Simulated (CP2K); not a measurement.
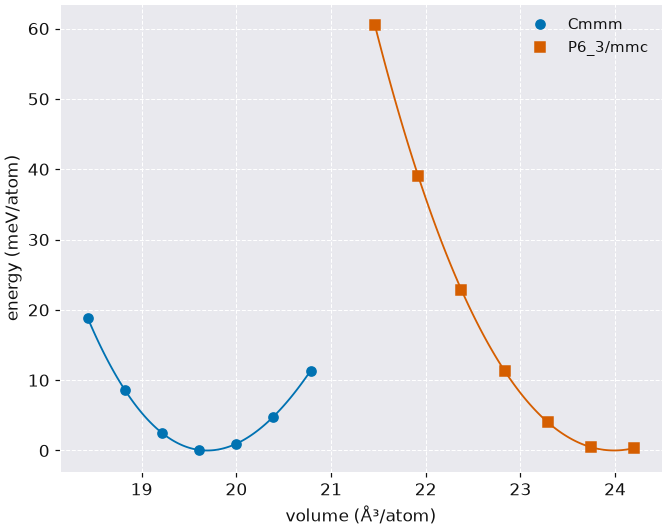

Calculation (CP2K 2026.2): DFT in Gaussian orbitals with a plane-wave density, no spin polarisation; energies at scaled volumes of the given cell, shape and fractions fixed, counted from the fit's minimum, third-order Birch-Murnaghan fit. Level: PBE.

occupations Fermi–Dirac; smearing width 0.05 eV; potentials GTH PBE with UZH TZVP basis; density cutoff 6123 eV.

Energy against volume, with one curve for each structure, for Ge. Each energy curve has its own zero, so the curves don't rank the structures.

Settings that differ: Cmmm: k mesh 11×11×10; P6_3/mmc: k mesh 8×8×4.

The fitted equilibrium volumes, smallest first, are Cmmm 19.692, P6_3/mmc 23.990 Å³/atom. The fitted bulk moduli, smallest first, are P6_3/mmc 59.4, Cmmm 66.2 GPa.

Caveats: shape and atomic fractions are frozen while scaling, which makes layered, chain and framework solids too stiff.
